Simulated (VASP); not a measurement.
**Run report: HfO₂, geometry relaxation (part 4 of 5)**

The same run, continued: HfO₂ (P2₁/c, 12 atoms in the cell); Kohn-Sham DFT of a periodic cell, BLYP with D3, VASP PAW PBE potentials, recommended, no spin polarisation (VASP 6.6.1); cutoff 600 eV, 5×5×5 k-mesh, fermi-dirac of 0.05 eV. The structure derives from an entry of the Crystallography Open Database.

Geometry of the input (Å; fractional positions):
```
5.1180  0.0000  0.0000
0.0000  5.1857  0.0000
-0.8587  0.0000  5.2139
Hf 0.2755  0.4603  0.7080
Hf 0.7245  0.9603  0.7920
Hf 0.7245  0.5397  0.2920
Hf 0.2755  0.0397  0.2080
O  0.0742  0.1684  0.8467
O  0.9258  0.6684  0.6533
O  0.9258  0.8316  0.1533
O  0.0742  0.3316  0.3467
O  0.4487  0.7419  0.9801
O  0.5513  0.2419  0.5199
O  0.5513  0.2581  0.0199
O  0.4487  0.7581  0.4801
```

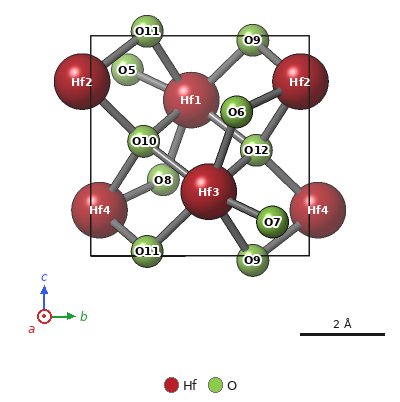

Figure 1. The geometry at step 2 of the log (ball-and-stick view of the cell of the calculation, along the a axis; atoms are numbered from 1 in the order of the input).

Parts of OUTCAR, continued:
```
 k-point     1 :       0.0000    0.0000    0.0000
  band No.  band energies     occupation
      1     -26.1702      2.00000
      2     -26.1455      2.00000
      3     -26.1128      2.00000
      4     -25.9452      2.00000
      5     -25.8758      2.00000
      6     -25.8423      2.00000
      7     -25.8193      2.00000
      8     -25.7807      2.00000
      9     -25.7575      2.00000
     10     -25.7528      2.00000
     11     -25.7023      2.00000
     12     -25.6538      2.00000
     13     -14.5745      2.00000
     14     -13.2627      2.00000
     15     -13.1583      2.00000
     16     -13.0813      2.00000
     17     -12.6136      2.00000
     18     -12.5982      2.00000
     19     -12.5087      2.00000
     20     -12.4190      2.00000
     21      -2.0135      2.00000
     22      -1.9057      2.00000
     23      -1.4123      2.00000
     24      -1.2182      2.00000
     25      -1.0930      2.00000
     26      -0.7665      2.00000
     27      -0.0050      2.00000
     28       0.2698      2.00000
     29       0.4944      2.00000
     30       0.6009      2.00000
     31       0.6505      2.00000
     32       0.7791      2.00000
     33       1.2889      2.00000
     34       1.4458      2.00000
     35       1.4849      2.00000
     36       1.5277      2.00000
     37       1.7215      2.00000
     38       2.1819      2.00000
     39       2.1975      2.00000
     40       2.3558      2.00000
     41       2.7455      2.00000
     42       2.7976      2.00000
     43       3.1162      2.00000
     44       3.3594      2.00000
     45       7.9123      0.00000
     46       8.3137      0.00000
     47       8.4314      0.00000
     48       8.7905      0.00000
     49       8.9862      0.00000
     50       9.0995      0.00000
     51       9.4623      0.00000
     52       9.5572      0.00000

 k-point     2 :       0.2000    0.0000    0.0000
  band No.  band energies     occupation
      1     -26.1410      2.00000
      2     -26.1328      2.00000
      3     -26.0863      2.00000
      4     -25.9568      2.00000
      5     -25.8731      2.00000
      6     -25.8366      2.00000
      7     -25.8343      2.00000
      8     -25.8040      2.00000
      9     -25.7592      2.00000
     10     -25.7533      2.00000
     11     -25.7097      2.00000
     12     -25.6829      2.00000
     13     -14.4251      2.00000
     14     -13.2096      2.00000
     15     -13.1716      2.00000
     16     -13.1011      2.00000
     17     -12.6873      2.00000
     18     -12.6049      2.00000
     19     -12.5510      2.00000
     20     -12.4753      2.00000
     21      -1.9101      2.00000
     22      -1.7323      2.00000
     23      -1.5912      2.00000
     24      -1.1516      2.00000
     25      -1.0727      2.00000
     26      -0.4923      2.00000
     27      -0.0480      2.00000
     28       0.0173      2.00000
     29       0.3318      2.00000
     30       0.3929      2.00000
     31       0.7222      2.00000
     32       0.9983      2.00000
     33       1.0131      2.00000
     34       1.3836      2.00000
     35       1.7027      2.00000
     36       1.7663      2.00000
     37       1.9189      2.00000
     38       1.9854      2.00000
     39       2.2199      2.00000
     40       2.3872      2.00000
     41       2.6842      2.00000
     42       2.7643      2.00000
     43       2.8141      2.00000
     44       3.3341      2.00000
     45       7.8729      0.00000
     46       8.0673      0.00000
     47       8.3643      0.00000
     48       8.6950      0.00000
     49       9.1003      0.00000
     50       9.2828      0.00000
     51       9.4195      0.00000
     52       9.7071      0.00000

 k-point     3 :       0.4000    0.0000    0.0000
  band No.  band energies     occupation
      1     -26.1308      2.00000
      2     -26.0391      2.00000
      3     -26.0206      2.00000
      4     -25.9847      2.00000
      5     -25.9115      2.00000
      6     -25.8591      2.00000
      7     -25.8563      2.00000
      8     -25.8261      2.00000
      9     -25.7596      2.00000
     10     -25.7535      2.00000
     11     -25.7256      2.00000
     12     -25.7221      2.00000
     13     -14.0855      2.00000
     14     -13.1901      2.00000
     15     -13.1304      2.00000
     16     -13.1207      2.00000
     17     -13.0569      2.00000
     18     -12.5851      2.00000
     19     -12.5715      2.00000
     20     -12.4997      2.00000
     21      -2.0468      2.00000
     22      -1.5543      2.00000
     23      -1.0484      2.00000
     24      -1.0146      2.00000
     25      -0.8920      2.00000
     26      -0.8322      2.00000
     27      -0.1351      2.00000
     28      -0.1186      2.00000
     29       0.1133      2.00000
     30       0.4662      2.00000
     31       0.6727      2.00000
     32       1.0677      2.00000
     33       1.0753      2.00000
     34       1.2064      2.00000
     35       1.6403      2.00000
     36       1.8127      2.00000
     37       1.9281      2.00000
     38       1.9593      2.00000
     39       2.0202      2.00000
     40       2.4456      2.00000
     41       2.5719      2.00000
     42       2.7634      2.00000
     43       2.8544      2.00000
     44       3.2903      2.00000
     45       7.4457      0.00000
     46       8.3347      0.00000
     47       8.3961      0.00000
     48       8.4466      0.00000
     49       9.1281      0.00000
     50       9.2970      0.00000
     51       9.3256      0.00000
     52       9.6754      0.00000

 k-point     4 :       0.0000    0.2000    0.0000
  band No.  band energies     occupation
      1     -26.1476      2.00000
      2     -26.1277      2.00000
      3     -26.0795      2.00000
      4     -25.9490      2.00000
      5     -25.8975      2.00000
      6     -25.8436      2.00000
      7     -25.8392      2.00000
      8     -25.7991      2.00000
      9     -25.7618      2.00000
     10     -25.7351      2.00000
     11     -25.7304      2.00000
     12     -25.6580      2.00000
     13     -14.4181      2.00000
     14     -13.2711      2.00000
     15     -13.1099      2.00000
     16     -13.0687      2.00000
     17     -12.7589      2.00000
     18     -12.6160      2.00000
     19     -12.5291      2.00000
     20     -12.4733      2.00000
     21      -1.8355      2.00000
     22      -1.6586      2.00000
     23      -1.6142      2.00000
     24      -1.1202      2.00000
     25      -0.8278      2.00000
     26      -0.6987      2.00000
     27      -0.1339      2.00000
     28      -0.0048      2.00000
     29       0.1404      2.00000
     30       0.5403      2.00000
     31       0.7982      2.00000
     32       0.9173      2.00000
     33       1.1944      2.00000
     34       1.4131      2.00000
     35       1.5658      2.00000
     36       1.7269      2.00000
     37       1.7531      2.00000
     38       2.2085      2.00000
     39       2.2831      2.00000
     40       2.3142      2.00000
     41       2.4498      2.00000
     42       2.5918      2.00000
     43       3.0695      2.00000
     44       3.2335      2.00000
     45       8.1853      0.00000
     46       8.3134      0.00000
     47       8.5250      0.00000
     48       8.5751      0.00000
     49       9.0606      0.00000
     50       9.0733      0.00000
     51       9.4258      0.00000
     52       9.7064      0.00000

 k-point     5 :       0.2000    0.2000    0.0000
  band No.  band energies     occupation
      1     -26.1341      2.00000
      2     -26.1031      2.00000
      3     -26.0688      2.00000
      4     -25.9663      2.00000
      5     -25.9011      2.00000
      6     -25.8489      2.00000
      7     -25.8314      2.00000
      8     -25.8092      2.00000
      9     -25.7686      2.00000
     10     -25.7396      2.00000
     11     -25.7294      2.00000
     12     -25.6762      2.00000
     13     -14.2897      2.00000
     14     -13.2444      2.00000
     15     -13.1345      2.00000
     16     -13.0839      2.00000
     17     -12.7973      2.00000
     18     -12.6081      2.00000
     19     -12.5844      2.00000
     20     -12.5121      2.00000
     21      -1.8072      2.00000
     22      -1.6305      2.00000
     23      -1.3703      2.00000
     24      -1.1177      2.00000
     25      -0.8763      2.00000
     26      -0.5638      2.00000
     27      -0.1607      2.00000
     28      -0.0730      2.00000
     29       0.3092      2.00000
     30       0.3913      2.00000
     31       0.4562      2.00000
     32       1.0633      2.00000
     33       1.1488      2.00000
     34       1.4051      2.00000
     35       1.6382      2.00000
     36       1.7270      2.00000
     37       1.8603      2.00000
     38       2.0500      2.00000
     39       2.2679      2.00000
     40       2.3636      2.00000
     41       2.4845      2.00000
     42       2.6163      2.00000
     43       2.7673      2.00000
     44       3.1853      2.00000
     45       7.8933      0.00000
     46       8.2188      0.00000
     47       8.3990      0.00000
     48       8.7734      0.00000
     49       9.0239      0.00000
     50       9.2387      0.00000
     51       9.4899      0.00000
     52       9.7345      0.00000

 [... the levels of 18 k-points are left out ...]

 k-point    24 :      -0.2000    0.4000    0.2000
  band No.  band energies     occupation
      1     -26.1346      2.00000
      2     -26.1026      2.00000
      3     -26.0460      2.00000
      4     -25.9852      2.00000
      5     -25.9326      2.00000
      6     -25.8846      2.00000
      7     -25.8132      2.00000
      8     -25.7941      2.00000
      9     -25.7664      2.00000
     10     -25.7485      2.00000
     11     -25.6998      2.00000
     12     -25.6745      2.00000
     13     -13.9450      2.00000
     14     -13.5629      2.00000
     15     -13.1565      2.00000
     16     -13.1062      2.00000
     17     -12.7926      2.00000
     18     -12.7377      2.00000
     19     -12.5090      2.00000
     20     -12.4858      2.00000
     21      -1.5298      2.00000
     22      -1.2730      2.00000
     23      -0.9970      2.00000
     24      -0.8159      2.00000
     25      -0.7780      2.00000
     26      -0.5478      2.00000
     27      -0.3596      2.00000
     28      -0.1985      2.00000
     29      -0.0294      2.00000
     30       0.3122      2.00000
     31       0.6815      2.00000
     32       0.9409      2.00000
     33       1.0870      2.00000
     34       1.2918      2.00000
     35       1.3388      2.00000
     36       1.6666      2.00000
     37       1.9055      2.00000
     38       1.9288      2.00000
     39       2.2270      2.00000
     40       2.2993      2.00000
     41       2.3294      2.00000
     42       2.4551      2.00000
     43       2.7494      2.00000
     44       2.8365      2.00000
     45       8.0492      0.00000
     46       8.1519      0.00000
     47       8.7227      0.00000
     48       8.7720      0.00000
     49       8.9418      0.00000
     50       9.2991      0.00000
     51       9.3799      0.00000
     52       9.5336      0.00000

 [... further k-points ...]

------------------------ aborting loop because EDIFF is reached ----------------------------------------

 Edisp (eV)   -4.11712

 E8    (eV) :    -2.8769

  FORCE on cell =-STRESS in cart. coord.  units (eV):
  Direction    XX          YY          ZZ          XY          YZ          ZX
  --------------------------------------------------------------------------------------
  -------------------------------------------------------------------------------------
  Total      -0.00975     0.02516    -0.00283     0.00000     0.00000     0.00119
  in kB      -0.11118     0.28681    -0.03229     0.00000     0.00000     0.01356
  external pressure =        0.05 kB  Pullay stress =        0.00 kB

 VOLUME and BASIS-vectors are now :
 -----------------------------------------------------------------------------
  energy-cutoff  :      600.00
  volume of cell :      140.57
      direct lattice vectors                 reciprocal lattice vectors
     5.151523015  0.000000000 -0.030305846     0.194311707  0.000000000  0.033037574
     0.000000000  5.187492641  0.000000000     0.000000000  0.192771358  0.000000000
    -0.895253952  0.000000000  5.265469045     0.001118377  0.000000000  0.190106755

 POSITION                                       TOTAL-FORCE (eV/Angst)
 -----------------------------------------------------------------------------------
      0.78957      2.36633      3.71404         0.002898     -0.001863      0.002631
      3.01907      4.96007      4.15385        -0.002898     -0.001863     -0.002631
      3.46670      2.82117      1.52112        -0.002898      0.001863     -0.002631
      1.23720      0.22742      1.08131         0.002898      0.001863      0.002631
     -0.42212      0.89925      4.46518         0.000311     -0.005883      0.006108
      4.23076      3.49300      3.40272        -0.000311     -0.005883     -0.006108
      4.67839      4.28824      0.76999        -0.000311      0.005883     -0.006108
      0.02550      1.69449      1.83244         0.000311      0.005883      0.006108
      1.43143      3.85348      5.13351        -0.003656      0.000174     -0.001420
      2.37721      1.25974      2.73438         0.003656      0.000174      0.001420
      2.82483      1.33401      0.10165         0.003656     -0.000174      0.001420
      1.87906      3.92776      2.50078        -0.003656     -0.000174     -0.001420
 -----------------------------------------------------------------------------------
    total drift:                                0.000000     -0.000000      0.000000

  FREE ENERGIE OF THE ION-ELECTRON SYSTEM (eV)
  ---------------------------------------------------
  free  energy   TOTEN  =      -121.0054572004 eV

  energy  without entropy=     -121.0054572004  energy(sigma->0) =     -121.00545720

 reached required accuracy - stopping structural energy minimisation
```

CONTCAR:
```
HfO2
   1.00000000000000
     5.1515230146983670    0.0000000000000000   -0.0303058462453569
     0.0000000000000000    5.1874926406748507    0.0000000000000000
    -0.8952539523786538    0.0000000000000000    5.2654690454356148
  Hf              O
     4     8
Direct
     0.2761262163567055    0.4561598578306160    0.7069479942232836
     0.7238737836432947    0.9561598578306161    0.7930520057767164
     0.7238737836432947    0.5438401421693839    0.2930520057767165
     0.2761262163567055    0.0438401421693840    0.2069479942232836
     0.0654952189001339    0.1733504108036862    0.8483882014832909
     0.9345047810998660    0.6733504108036863    0.6516117985167091
     0.9345047810998660    0.8266495891963137    0.1516117985167091
     0.0654952189001339    0.3266495891963138    0.3483882014832909
     0.4477432777490363    0.7428413339652284    0.9775165128669167
     0.5522567222509636    0.2428413339652286    0.5224834871330833
     0.5522567222509636    0.2571586660347714    0.0224834871330835
     0.4477432777490363    0.7571586660347716    0.4775165128669165

  0.00000000E+00  0.00000000E+00  0.00000000E+00
  0.00000000E+00  0.00000000E+00  0.00000000E+00
  0.00000000E+00  0.00000000E+00  0.00000000E+00
  0.00000000E+00  0.00000000E+00  0.00000000E+00
  0.00000000E+00  0.00000000E+00  0.00000000E+00
  0.00000000E+00  0.00000000E+00  0.00000000E+00
  0.00000000E+00  0.00000000E+00  0.00000000E+00
  0.00000000E+00  0.00000000E+00  0.00000000E+00
  0.00000000E+00  0.00000000E+00  0.00000000E+00
  0.00000000E+00  0.00000000E+00  0.00000000E+00
  0.00000000E+00  0.00000000E+00  0.00000000E+00
  0.00000000E+00  0.00000000E+00  0.00000000E+00
```

Trajectory as extended XYZ (Å, eV, eV/Å), 26 frames, from step=0 to step=25:
```
12
Lattice="5.1180 0.0000 0.0000 0.0000 5.1857 0.0000 -0.8587 0.0000 5.2139" Properties=species:S:1:pos:R:3:forces:R:3 step=0 energy=-120.93719
Hf    0.8021    2.3870    3.6914    0.2022  -0.0557   0.0052
Hf    3.0279    4.9798    4.1294   -0.2022  -0.0557  -0.0052
Hf    3.4573    2.7987    1.5224   -0.2022   0.0557  -0.0052
Hf    1.2314    0.2059    1.0845    0.2022   0.0557   0.0052
O    -0.3473    0.8733    4.4146   -0.4675  -0.1512  -0.1851
O     4.1773    3.4661    3.4062    0.4675  -0.1512   0.1851
O     4.6066    4.3124    0.7993    0.4675   0.1512   0.1851
O     0.0821    1.7196    1.8076   -0.4675   0.1512  -0.1851
O     1.4549    3.8473    5.1101   -0.2076   0.0228  -0.0901
O     2.3751    1.2544    2.7107    0.2076   0.0228   0.0901
O     2.8045    1.3384    0.1038    0.2076  -0.0228   0.0901
O     1.8842    3.9313    2.5032   -0.2076  -0.0228  -0.0901
12
Lattice="5.1868 0.0000 0.0014 0.0000 5.2346 0.0000 -0.8688 0.0000 5.2937" Properties=species:S:1:pos:R:3:forces:R:3 step=1 energy=-120.91908
Hf    0.8237    2.4068    3.7486   -0.4484  -0.2585  -0.1988
Hf    3.0598    5.0241    4.1933    0.4484  -0.2585   0.1988
Hf    3.4942    2.8279    1.5465    0.4484   0.2585   0.1988
Hf    1.2581    0.2105    1.1017   -0.4484   0.2585  -0.1988
O    -0.3736    0.8741    4.4732    0.0757   0.0943   0.0151
O     4.2572    3.4915    3.4687   -0.0757   0.0943  -0.0151
O     4.6916    4.3605    0.8219   -0.0757  -0.0943  -0.0151
O     0.0608    1.7432    1.8264    0.0757  -0.0943   0.0151
O     1.4656    3.8847    5.1846    0.1107   0.0288  -0.0356
O     2.4179    1.2674    2.7574   -0.1107   0.0288   0.0356
O     2.8523    1.3500    0.1105   -0.1107  -0.0288   0.0356
O     1.9000    3.9673    2.5377    0.1107  -0.0288  -0.0356
12
Lattice="5.1491 0.0000 0.0006 0.0000 5.2079 0.0000 -0.8633 0.0000 5.2500" Properties=species:S:1:pos:R:3:forces:R:3 step=2 energy=-120.98144
Hf    0.8119    2.3959    3.7173   -0.1027  -0.1641  -0.0933
Hf    3.0423    4.9999    4.1583    0.1027  -0.1641   0.0933
Hf    3.4740    2.8119    1.5333    0.1027   0.1641   0.0933
Hf    1.2435    0.2080    1.0923   -0.1027   0.1641  -0.0933
O    -0.3593    0.8736    4.4411   -0.2035  -0.0304  -0.0870
O     4.2135    3.4776    3.4346    0.2035  -0.0304   0.0870
O     4.6452    4.3342    0.8095    0.2035   0.0304   0.0870
O     0.0723    1.7303    1.8161   -0.2035   0.0304  -0.0870
O     1.4597    3.8642    5.1438   -0.0576   0.0253  -0.0627
O     2.3945    1.2603    2.7318    0.0576   0.0253   0.0627
O     2.8262    1.3436    0.1068    0.0576  -0.0253   0.0627
O     1.8913    3.9476    2.5188   -0.0576  -0.0253  -0.0627
12
Lattice="5.1423 0.0000 -0.0079 0.0000 5.1950 0.0000 -0.8708 0.0000 5.2594" Properties=species:S:1:pos:R:3:forces:R:3 step=3 energy=-120.99692
Hf    0.8017    2.3826    3.7176    0.0868  -0.1120  -0.0159
Hf    3.0344    4.9801    4.1636   -0.0868  -0.1120   0.0159
Hf    3.4698    2.8124    1.5339   -0.0868   0.1120   0.0159
Hf    1.2371    0.2149    1.0879    0.0868   0.1120  -0.0159
O    -0.3782    0.8691    4.4434   -0.0171   0.0569  -0.0327
O     4.2142    3.4666    3.4378    0.0171   0.0569   0.0327
O     4.6497    4.3259    0.8081    0.0171  -0.0569   0.0327
O     0.0572    1.7284    1.8137   -0.0171  -0.0569  -0.0327
O     1.4453    3.8559    5.1459    0.0082   0.0008  -0.0304
O     2.3908    1.2584    2.7353   -0.0082   0.0008   0.0304
O     2.8262    1.3391    0.1056   -0.0082  -0.0008   0.0304
O     1.8807    3.9366    2.5162    0.0082  -0.0008  -0.0304
12
Lattice="5.1409 0.0000 -0.0097 0.0000 5.1923 0.0000 -0.8724 0.0000 5.2614" Properties=species:S:1:pos:R:3:forces:R:3 step=4 energy=-120.99738
Hf    0.7996    2.3799    3.7177    0.1271  -0.1024   0.0003
Hf    3.0328    4.9760    4.1647   -0.1271  -0.1024  -0.0003
Hf    3.4690    2.8125    1.5340   -0.1271   0.1024  -0.0003
Hf    1.2358    0.2163    1.0870    0.1271   0.1024   0.0003
O    -0.3821    0.8682    4.4439    0.0223   0.0757  -0.0214
O     4.2144    3.4644    3.4385   -0.0223   0.0757   0.0214
O     4.6506    4.3241    0.8078   -0.0223  -0.0757   0.0214
O     0.0541    1.7280    1.8132    0.0223  -0.0757  -0.0214
O     1.4423    3.8542    5.1463    0.0216  -0.0043  -0.0237
O     2.3900    1.2580    2.7361   -0.0216  -0.0043   0.0237
O     2.8262    1.3381    0.1054   -0.0216   0.0043   0.0237
O     1.8785    3.9343    2.5156    0.0216   0.0043  -0.0237
```
